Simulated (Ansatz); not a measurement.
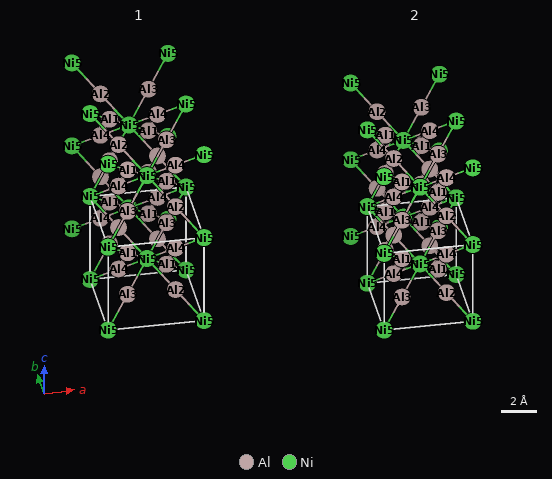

Two geometries of crystalline Al$_{4}$Ni (a generated structure, set up in Im-3m) (coarse preliminary run), drawn at one scale. One is the start of a relaxation, the other its converged end. A ball-and-stick model of the conventional cell (2 times the calculation's cell), repeated 1 × 2 × 2 with one cell outlined, seen from a free direction. Lengths and directions refer to the drawn axes.

Theory: DFT PBE, scalar-relativistic, plane waves, PAW (Ansatz 0.2.0). Set-up: plane-wave cutoff 420 eV; k-point mesh 6 × 6 × 6; occupations gaussian; smearing width 0.1 eV; collinear spin; cell and atoms relaxed; force threshold 0.04 eV/Å; at most 70 steps.

Which geometry has the lower energy?

Answer. Structure 1 is the relaxed one. No atom moves by more than 0.005 Å relative to the cell. Cell: a = b = c 5.179 → 5.600 Å (+8.1 %). Volume +26.4 %. Some distances before and after: Al1–Ni5 2.242 → 2.425 Å. The space group stays Im-3m (No. 229). The energy falls by 309 meV per atom in 4 accepted moves (6 points after the start). All forces vanish by symmetry, so only the cell relaxes. Pressure: 32.99 GPa at the start and 0.04 GPa at the end. At 2 points the geometry stayed and the basis and grid were re-selected for the new cell (energy shift of 5.2 meV per atom at most each time). The program noted that the starting moments weren't kept.
